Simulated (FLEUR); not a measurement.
**Energy of Rh along an even scaling of the cell**

System: Rh (1 atom in the cell).
Method: Kohn-Sham DFT of a periodic cell, BLYP, all-electron, no spin polarisation (FLEUR MaX-R8.1 (later development tree)).

The 5 runs differ only in the geometry, by an even scaling of the cell at fixed fractional positions. The structure derives from an entry of the Crystallography Open Database.

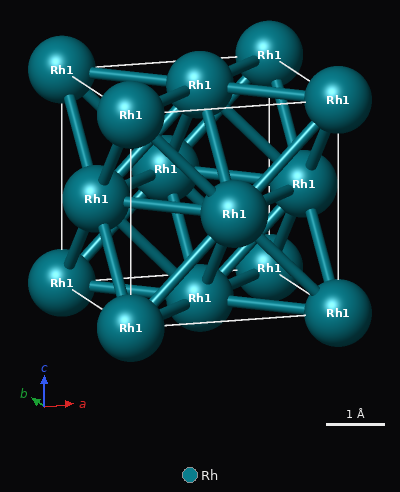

Figure 1. The structure of run 3 (ball-and-stick view of the cell 4 times as large as that of the calculation, set on its symmetry axes, seen slightly off an axis; atoms are numbered from 1 in the order of the input).

### Input of run 3
```
<?xml version="1.0" encoding="UTF-8" standalone="no"?>
<fleurInput fleurInputVersion="0.39">
   <comment>
      Rh                                                                                                  
   </comment>
   <calculationSetup>
      <cutoffs Kmax="4.26" Gmax="13.2" GmaxXC="13.2" numbands="0"/>
      <scfLoop itmax="60" minDistance="0.00001" maxIterBroyd="15" imix="Anderson" alpha="0.05" precondParam="0.0" spinf="2.0" sdNocoIR="T"/>
      <coreElectrons ctail="T" frcor="F" kcrel="0" coretail_lmax="0"/>
      <xcFunctional name="LibXC" relativisticCorrections="F">
         <LibXCName exchange="gga_x_b88" correlation="gga_c_lyp"/>
      </xcFunctional>
      <magnetism jspins="1"/>
      <soc l_soc="F" theta="0.0" phi="0.0" spav="F"/>
      <expertModes spex="0" secvar="F"/>
      <geometryOptimization l_f="F" forcealpha="1.0" forcemix="BFGS" epsdisp="0.00001" epsforce="0.00001"/>
      <ldaU l_linMix="F" mixParam="0.05" spinf="1.0"/>
   </calculationSetup>
   <cell>
      <bzIntegration valenceElectrons="17.0" mode="hist" fermiSmearingEnergy="0.00183747">
         <kPointListSelection listName="default-1"/>
         <!-- k-points included here -->
         <xi:include xmlns:xi="http://www.w3.org/2001/XInclude" href="kpts.xml"> </xi:include>
      </bzIntegration>
      <!-- symmetry operations included here -->
      <xi:include xmlns:xi="http://www.w3.org/2001/XInclude" href="sym.xml"> </xi:include>
      <bulkLattice scale="1.0000000000">
         <bravaisMatrix>
            <row-1>    0.0000000000000000     3.5864167255721098     3.5864167255721098</row-1>
            <row-2>    3.5864167255721098     0.0000000000000000     3.5864167255721098</row-2>
            <row-3>    3.5864167255721098     3.5864167255721098     0.0000000000000000</row-3>
         </bravaisMatrix>
      </bulkLattice>
   </cell>
   <atomSpecies>
      <species name="Rhodium (Rh)" element="Rh" atomicNumber="45">
         <mtSphere radius="2.3" gridPoints="777" logIncrement="0.016"/>
         <atomicCutoffs lmax="9" lnonsphr="7"/>
         <electronConfig flipSpins="F">
            <coreConfig>(1s1/2) (2s1/2) (2p1/2) (2p3/2) (3s1/2) (3p1/2) (3p3/2) (3d3/2) (3d5/2)</coreConfig>
            <valenceConfig>(4s1/2) (4p1/2) (4p3/2) (5s1/2) (4d3/2) (4d5/2)</valenceConfig>
            <stateOccupation state="(5s1/2)" spinUp="0.500000" spinDown="0.500000"/>
            <stateOccupation state="(4d3/2)" spinUp="1.600000" spinDown="1.600000"/>
            <stateOccupation state="(4d5/2)" spinUp="2.400000" spinDown="2.400000"/>
         </electronConfig>
         <energyParameters s="5" p="5" d="4" f="4"/>
         <lo type="SCLO" l="0" n="4" eDeriv="0"/>
         <lo type="SCLO" l="1" n="4" eDeriv="0"/>
         <lo type="SCLO" l="1" n="4" eDeriv="1"/>
         <lo type="SCLO" l="2" n="4" eDeriv="2"/>
         <lo type="SCLO" l="3" n="4" eDeriv="2"/>
      </species>
   </atomSpecies>
   <atomGroups>
      <atomGroup species="Rhodium (Rh)">
         <relPos label="                   1">.0000000000 .0000000000 .0000000000</relPos>
         <force calculate="T" relaxXYZ="TTT"/>
      </atomGroup>
   </atomGroups>
   <output dos="F" band="F" slice="F">
      <checks vchk="F" cdinf="F"/>
      <bandDOS minEnergy="-.5*Htr" maxEnergy="0.5*Htr" sigma="0.015" storeEVData="T"/>
      <vacuumDOS vacdos="F" integ="F" star="F" nstars="0" locx1="0.0" locy1="0.0" locx2="0.0" locy2="0.0" nstm="0" tworkf="0.0"/>
      <unfoldingBand unfoldBand="F" supercellX="1" supercellY="1" supercellZ="1"/>
      <plotting iplot="0" polar="F">
         <plot TwoD="T" vec1="  1.0  0.0  0.0" vec2="  0.0  1.0  0.0" vec3="  0.0  0.0  1.0" zero="  0.0  0.0  0.0" file="plot"/>
      </plotting>
      <chargeDensitySlicing numkpt="0" minEigenval="0.0" maxEigenval="0.0" nnne="0" pallst="F"/>
      <specialOutput eonly="F"/>
      <moessbauerParams electricFieldGradient="T" isomerShift="T" coreHyperfine="T" valenceHyperfine="T"/>
      <magneticCircularDichroism mcd="F" energyLo="-10.0" energyUp="0.0"/>
   </output>
  <!-- We include the file relax.xml here to enable relaxations (see documentation) -->
  <xi:include xmlns:xi="http://www.w3.org/2001/XInclude" href="relax.xml"> <xi:fallback/> </xi:include>
</fleurInput>
```

Command:
```bash
inpgen -f crystal.txt -profile fastHighL; fleur_MPI
```

Run 2 has the same physical settings and fractional positions; its lattice vectors (Å) are:
```
   0.000000    1.872200    1.872200
   1.872200    0.000000    1.872200
   1.872200    1.872200    0.000000
```

### Results, with one run withheld

| run | volume per atom (Å³) | free energy per atom, from the lowest run given (meV) |
| --- | --- | --- |
| 1 | 12.851 | 230.59 |
| 2 | 13.125 | ? |
| 3 | 13.671 | 65.36 |
| 4 | 14.218 | 12.74 |
| 5 | 14.492 | 0.00 |

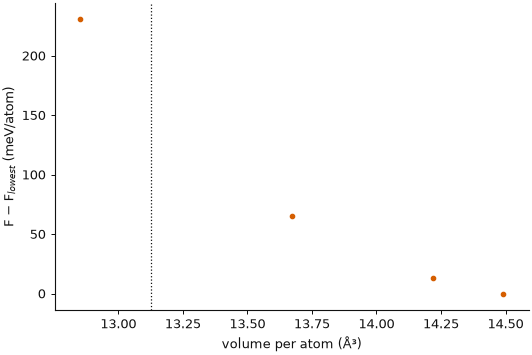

Figure 2. Free energy per atom of the runs given; the dotted line marks run 2.

Fit the runs given and predict run 2.

A quadratic polynomial in V^(−2/3) (the Birch–Murnaghan form), fitted to the 4 runs given, misses them by at most 0.24 meV per atom. With x = V^(−2/3) − 0.17395 Å⁻², it reads F = 51.234 + 14080 x + 8.9945e+05 x² (meV per atom). At run 2 it gives 162.46 meV per atom, and the run itself gives 162.24. The fit has no minimum inside this range.

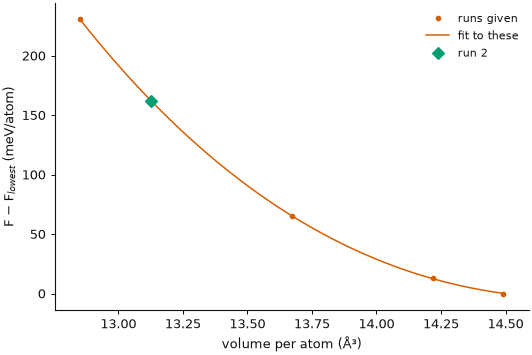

Figure 3. The fit and the withheld run.

### Output (run 2)
```
Welcome to FLEUR        (www.flapw.de)
      MaX-Release 8.1          (www.max-centre.eu)
 func_ids         131         106         131         106
The functional 'Becke 88' is an exchange functional, it belongs to the 'GGA' family and is defined in the reference(s):
[1] A. D. Becke.,  Phys. Rev. A 38, 3098 (1988)
The functional 'Lee, Yang & Parr' is a correlation functional, it belongs to the 'GGA' family and is defined in the reference(s):
[1] C. Lee, W. Yang, and R. G. Parr.,  Phys. Rev. B 37, 785 (1988)
[2] B. Miehlich, A. Savin, H. Stoll, and H. Preuss.,  Chem. Phys. Lett. 157, 200 (1989)
 Using same functional for VXC and EXC

 ========== k-point set info ==========
 Selected k-point list: default-1
 k-point list type: mesh
 12 x 12 x 12
 Number of k points: 72

 ------------Calculation Setup---------------------------
 Number of MPI-tasks      :            1
 Number of PE/node        :            1
 Number of OMP-threads    :            1
 Most efficient MPI parallelization for:
           1           2           3           4           6           8           9          12          18          24          36          72
 Additional eigenvalue parallelization possible
 Number of basis functions:          160
 Approximate size of matrices (H+S) per k-point:         0.000 GB
 --------------------------------------------------------

 Iteration:     1   Distance:      35.68020516 me/bohr^3

 Iteration:     2   Distance:      33.67708028 me/bohr^3

 Iteration:     3   Distance:      12.72177656 me/bohr^3

 Iteration:     4   Distance:       6.03967656 me/bohr^3

 Iteration:     5   Distance:       5.41832469 me/bohr^3

 Iteration:     6   Distance:       0.50155417 me/bohr^3

 Iteration:     7   Distance:       0.24976247 me/bohr^3

 Iteration:     8   Distance:       0.04229105 me/bohr^3

 Iteration:     9   Distance:       0.01866547 me/bohr^3

 Iteration:    10   Distance:       0.00135934 me/bohr^3

 Iteration:    11   Distance:       0.00150254 me/bohr^3

 Iteration:    12   Distance:       0.00003810 me/bohr^3

 Iteration:    13   Distance:       0.00013043 me/bohr^3

 Iteration:    14   Distance:       0.00000571 me/bohr^3

 ********************************************************************
 Run finished successfully
 Stop message:
   all done
 ********************************************************************
```
